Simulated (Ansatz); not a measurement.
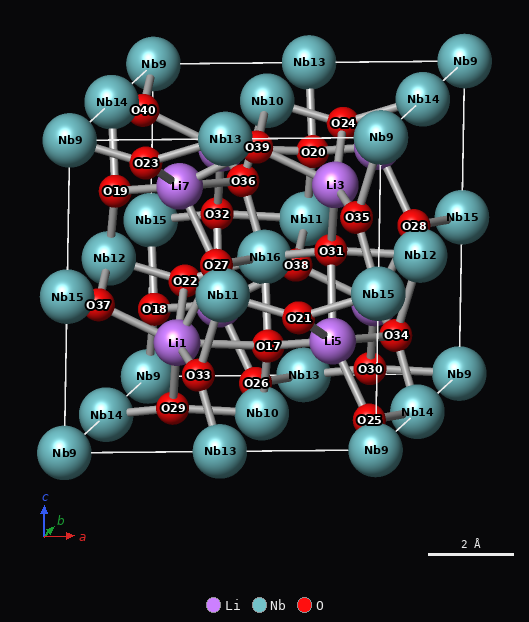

Figure 1. The structure (ball-and-stick view of the cell of the calculation, seen slightly off an axis; atoms are numbered from 1 in the order of the input). An atom can appear more than once, as a periodic image.

# Single-point calculation of LiNbO$_{3}$ (part 1 of 2)

The run: single-point calculation of LiNbO$_{3}$ (R3c, 40 atoms in the cell). Method and program: DFT PBE, scalar-relativistic, plane waves, PAW, no spin polarisation (Ansatz 0.2.0).

The structure derives from an entry of the Crystallography Open Database. Figures and captions count atoms from 1; the log counts them from 0 in places.

What the program printed
```
Engine: ansatz 0.2.0, aarch64-unknown-linux-gnu
Pseudopotentials: kind: paw
Pseudopotential: Li, paw, valence charge 3, recommended cutoff 420 eV (normal), Li.paw.azcp
Pseudopotential: Nb, paw, valence charge 13, recommended cutoff 420 eV (normal), Nb.paw.azcp
Pseudopotential: O, paw, valence charge 6, recommended cutoff 420 eV (normal), O.paw.azcp
Functional definition: PBE
  parameter kappa = 0.804
  parameter beta = 0.06672455060314922
  exchange = pbe_x(kappa = kappa, mu = beta*pi^2/3)
  correlation = pbe_c(beta = beta)
Crystal: 40 atoms, lattice volume = 425.010 Å³
Basis set: ecut = 420 eV, 8319 PW (Γ), exchange–correlation on 108×108×108 points (8 copies of the dense FFT grid, shifted against one another)
Bands: 176, of which v1, the nominal top of the filled ones, is band 136 counted from 1 (135 counted from 0)
Symmetry: 24 space group operations
Space group: R3c (ITA 161), of the structure as read, at distance tolerance 7.5e-5 Å
k-points: 6 of 27 (time reversal used)
Non-local potential: Li, projectors of the file, l = 0: 3, l = 1: 2, l = 2: 1
Non-local potential: Nb, projectors of the file, l = 0: 3, l = 1: 2, l = 2: 2, l = 3: 1
Non-local potential: O, projectors of the file, l = 0: 2, l = 1: 2, l = 2: 1
PAW form: soft (Blöchl's): semilocal exchange-correlation on the pseudo side does not see the compensation charge
PAW one-centre angular grid: Li, 110 points (default); XC on 64 Gauss nodes
PAW one-centre angular grid: Nb, 590 points (default); XC on 64 Gauss nodes
PAW one-centre angular grid: O, 110 points (default); XC on 64 Gauss nodes
Initial density: superposition of atomic densities (neutral atoms: chi_scale 0, normalization atom), corrected by the library's trained network
Initial wavefunctions: pseudopotential atomic-orbital guess
Functional: x = pbe(κ = 0.804, μ = 0.2195149727645171), c = pbe(β = 0.06672455060314922)
SCF iter   1: F=—  HF=-51717.766970 eV  |F-HF|=—  |Δ(HF+E_count)|=         —  Δρ=1.58e-3  dr2=3.66e-3  ethr=1.77e-3  ⟨swp⟩=6.2  Hψ=4181  notcnv=0  defer=15
preconditioner: auto → Resta (q_TF=auto, 2.533 Å⁻¹)  ε∞=5.5  [insulator: Δε(μ)=3.609 eV  Ē_g=11.713 eV  σ=0.050 eV  W_gap=1.00  n_scr=110 (ndim 8)  ℏωp=25.0 eV  f_vac=0.019  D(μ)=0.00/eV (n_scr^D=0)  ε∞_Penn≈5.5]
SCF iter   2: F=—  HF=-51717.772563 eV  |F-HF|=—  |Δ(HF+E_count)|=   5.59e-3  Δρ=8.59e-4  dr2=1.04e-3  ethr=1.35e-6  ⟨swp⟩=2.0  Hψ=1842  notcnv=0  defer=54
SCF iter   3: F=—  HF=-51717.775115 eV  |F-HF|=—  |Δ(HF+E_count)|=   2.55e-3  Δρ=3.79e-4  dr2=3.83e-4  ethr=3.81e-7  ⟨swp⟩=2.0  Hψ=1493  notcnv=0
automatic band count: iteration 3 solves 158 bands in place of 176: the levels show a gap, and the empty bands left out lie too high to hold charge; the band table lists the bands solved (type scf.n_extra_bands for more)
SCF iter   4: F=—  HF=-51717.775435 eV  |F-HF|=—  |Δ(HF+E_count)|=   3.20e-4  Δρ=6.84e-5  dr2=2.26e-5  ethr=1.41e-7  ⟨swp⟩=2.0  Hψ=1410  notcnv=0
SCF iter   5: F=—  HF=-51717.773975 eV  |F-HF|=—  |Δ(HF+E_count)|=   1.46e-3  Δρ=2.44e-5  dr2=3.11e-6  ethr=8.30e-9  ⟨swp⟩=2.0  Hψ=1319  notcnv=0
SCF iter   6: F=—  HF=-51717.773978 eV  |F-HF|=—  |Δ(HF+E_count)|=   3.08e-6  Δρ=8.10e-6  dr2=3.22e-7  ethr=1.14e-9  ⟨swp⟩=2.0  Hψ=1294  notcnv=0
SCF iter   7: F=-51717.773979 eV  HF=-51717.773979 eV  |F-HF|=2.05e-8  |Δ(HF+E_count)|=   3.96e-7  Δρ=1.62e-6  dr2=9.88e-9  ethr=3.68e-11  ⟨swp⟩=7.0  Hψ=3455  notcnv=0
SCF 1 converged in 7 iterations: F = -51717.773979 eV  dr2 = 9.88e-9
  greatest PAW one-centre occupation: 1.000 electrons in one spin orbital (limit 2), on the Li atom at site 7 (counted from 0), in its partial waves of l = 0
```

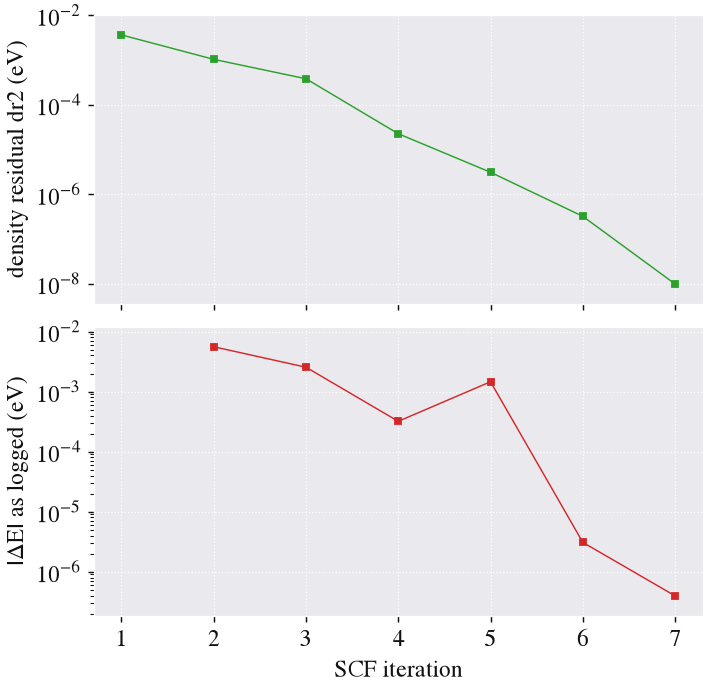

Figure 2. Convergence of the self-consistent field: density residual dr2 and size of the energy change against the SCF iteration. The residual falls at every step.

```
SCF converged after 7 iterations
Free energy (F): -51717.773979 eV
Harris-Foulkes:  -51717.773979 eV  (|F-HF|=2.05e-8)
Internal energy: -51717.773979 eV  (E = F + TS)
E sigma→0 (E₀):  -51717.773979 eV
Fermi energy:    9.060333 eV
--- Per-component energies (eV) ---
  E_band       = -2090.833620
  E_kinetic    = 7553.387227
  E_local      = -17180.009055  (includes V_loc(G=0)·N_el)
  E_nonlocal   = 1801.130490
  E_hartree    = 5814.392344
  E_xc         = -3273.783623
  E_vxc        = -4089.256285  (∫ρ·V_xc dr)
  E_paw        = -28537.293124  (= ΣΔE_a)
  E_vpaw       = -1804.930471  (= ΣTr[D̂ρ^β])
  E_aug_tail   = 0.059043  (compensation charges beyond the density's cutoff)
  E_ewald      = -17895.657281
  E_smearing   = -0.000000  (= −TS)
  E_closure    = -0.000000  (closes the sum)
  Σ components = -51717.773979   (vs F -51717.773979, Δ=0.00e0)
--- Forces (eV/Å), atoms counted from 1 ---
  atom   1  Li     0.00000000    -0.00000000     0.00477206
  atom   2  Li     0.00000000    -0.00000000     0.00477206
  atom   3  Li     0.00000000    -0.00000000     0.00477206
  atom   4  Li    -0.00000000    -0.00000000     0.00477206
  atom   5  Li     0.00000000    -0.00000000     0.00477206
  atom   6  Li    -0.00000000    -0.00000000     0.00477206
  atom   7  Li     0.00000000    -0.00000000     0.00477206
  atom   8  Li     0.00000000    -0.00000000     0.00477206
  atom   9  Nb    -0.00000000     0.00000000    -0.08859790
  atom  10  Nb    -0.00000000     0.00000000    -0.08859790
  atom  11  Nb    -0.00000000     0.00000000    -0.08859790
  atom  12  Nb    -0.00000000     0.00000000    -0.08859790
  atom  13  Nb    -0.00000000     0.00000000    -0.08859790
  atom  14  Nb    -0.00000000     0.00000000    -0.08859790
  atom  15  Nb    -0.00000000     0.00000000    -0.08859790
  atom  16  Nb    -0.00000000     0.00000000    -0.08859790
  atom  17  O     -0.18825891     0.07368097     0.02794456
  atom  18  O     -0.18825891     0.07368097     0.02794456
  atom  19  O     -0.18825891     0.07368097     0.02794456
  atom  20  O     -0.18825891     0.07368097     0.02794456
  atom  21  O      0.03031986    -0.19987748     0.02794455
  atom  22  O      0.03031986    -0.19987748     0.02794455
  atom  23  O      0.03031986    -0.19987748     0.02794455
  atom  24  O      0.03031986    -0.19987748     0.02794455
  atom  25  O      0.15793905     0.12619651     0.02794456
  atom  26  O      0.15793905     0.12619651     0.02794456
  atom  27  O      0.15793905     0.12619651     0.02794456
  atom  28  O      0.15793905     0.12619651     0.02794456
  atom  29  O     -0.15793905     0.12619651     0.02794456
  atom  30  O     -0.15793905     0.12619651     0.02794456
  atom  31  O     -0.15793905     0.12619651     0.02794456
  atom  32  O     -0.15793905     0.12619651     0.02794456
  atom  33  O      0.18825891     0.07368097     0.02794456
  atom  34  O      0.18825891     0.07368097     0.02794456
  atom  35  O      0.18825891     0.07368097     0.02794456
  atom  36  O      0.18825891     0.07368097     0.02794456
  atom  37  O     -0.03031986    -0.19987748     0.02794455
  atom  38  O     -0.03031986    -0.19987748     0.02794455
  atom  39  O     -0.03031986    -0.19987748     0.02794455
  atom  40  O     -0.03031986    -0.19987748     0.02794455
  max |Σ_I F_I| component: 6.26e-5 eV/Å
--- Band table (eV; the first three rows and the last of 6) ---
  k-point 0: bands = ["-46.8465", "-46.8414", "-46.8414", "-46.8414", "-46.8363", "-46.8363", "-46.8363", "-46.8314", "-35.3447", "-35.3440", "-35.3440", "-35.3440", "-35.3431", "-35.3431", "-35.3431", "-35.3421", "-23.1920", "-23.1920", "-23.1920", "-23.1829", "-23.1829", "-23.1829", "-23.1808", "-23.1808", "-23.1485", "-23.1485", "-23.1485", "-23.0989", "-23.0204", "-23.0204", "-23.0126", "-23.0126", "-23.0126", "-22.9560", "-22.9560", "-22.9560", "-22.9301", "-22.9301", "-22.9301", "-22.9102", "-9.6999", "-9.3526", "-9.3526", "-9.3526", "-9.0477", "-9.0477", "-9.0477", "-9.0316", "-9.0316", "-8.9438", "-8.9438", "-8.9438", "-8.1988", "-8.1988", "-8.1988", "-8.1279", "-8.1163", "-8.1163", "-8.1163", "-8.0616", "-8.0616", "-8.0616", "-7.9116", "-7.9116", "2.7263", "2.7263", "2.7263", "2.7532", "2.7532", "2.7532", "2.8401", "2.8401", "2.9109", "2.9109", "2.9109", "3.0366", "3.0807", "3.0807", "3.0807", "3.0980", "3.0980", "4.0034", "4.3773", "4.3773", "4.3773", "4.6234", "4.6234", "4.6234", "4.8943", "4.8943", "4.8943", "5.1553", "5.2432", "5.2432", "5.3126", "5.3126", "5.3126", "5.3832", "5.3832", "5.3832", "5.4944", "5.4944", "5.4944", "5.9067", "5.9067", "5.9067", "5.9718", "5.9718", "5.9718", "6.0420", "6.2233", "6.2233", "6.2233", "6.2857", "6.2857", "6.2857", "6.3691", "6.3691", "6.5511", "6.5511", "6.5511", "6.5625", "6.5643", "6.5643", "6.6172", "6.6172", "6.6172", "6.7834", "6.7896", "6.7896", "6.7896", "7.0691", "7.0691", "7.0691", "7.2529", "7.2529", "10.8731", "10.8731", "10.9623", "10.9623", "10.9623", "11.3422", "11.4476", "11.4476", "11.4476", "11.8967", "11.8967", "11.8967", "11.9459", "11.9459", "11.9459", "12.4545", "12.4545", "12.5353", "12.5353", "12.5353", "12.6254", "12.7252"]
  k-point 1: bands = ["-46.8452", "-46.8427", "-46.8401", "-46.8401", "-46.8376", "-46.8376", "-46.8351", "-46.8326", "-35.3446", "-35.3442", "-35.3438", "-35.3438", "-35.3433", "-35.3433", "-35.3428", "-35.3424", "-23.1891", "-23.1836", "-23.1824", "-23.1824", "-23.1808", "-23.1808", "-23.1608", "-23.1491", "-23.1394", "-23.1177", "-23.1177", "-23.0762", "-23.0558", "-23.0416", "-23.0416", "-23.0184", "-23.0147", "-23.0001", "-22.9554", "-22.9554", "-22.9464", "-22.9464", "-22.9292", "-22.9215", "-9.5827", "-9.4161", "-9.2248", "-9.2248", "-9.0887", "-9.0887", "-9.0125", "-8.9743", "-8.8738", "-8.8057", "-8.8057", "-8.7983", "-8.4513", "-8.3648", "-8.3648", "-8.3075", "-8.1662", "-8.1662", "-8.1101", "-8.1101", "-8.0943", "-8.0307", "-8.0240", "-7.9479", "2.7350", "2.7350", "2.7594", "2.7594", "2.7664", "2.8193", "2.8709", "2.9167", "3.0692", "3.1285", "3.1285", "3.1443", "3.2726", "3.3928", "3.4680", "3.6370", "3.6370", "3.8568", "3.8891", "3.8891", "4.2061", "4.2328", "4.4688", "4.6086", "4.6086", "4.7753", "4.7753", "4.8246", "4.9732", "4.9732", "5.0091", "5.1203", "5.2074", "5.4396", "5.4396", "5.4765", "5.5748", "5.5748", "5.7324", "5.7708", "5.7708", "5.9340", "5.9340", "5.9429", "6.0056", "6.0955", "6.1578", "6.1578", "6.1791", "6.2383", "6.3079", "6.3296", "6.3296", "6.4064", "6.4438", "6.5237", "6.5395", "6.5896", "6.5896", "6.6840", "6.6840", "6.7221", "6.8192", "6.8265", "6.8265", "6.8300", "6.8499", "7.1037", "7.1105", "7.1105", "7.1238", "7.1949", "10.8686", "10.9695", "11.0535", "11.0535", "11.2126", "11.3699", "11.3937", "11.3937", "11.4362", "11.7402", "11.9245", "11.9245", "11.9702", "12.0909", "12.0909", "12.1783", "12.4598", "12.4598", "12.5041", "12.5972", "12.6274", "12.6274"]
```
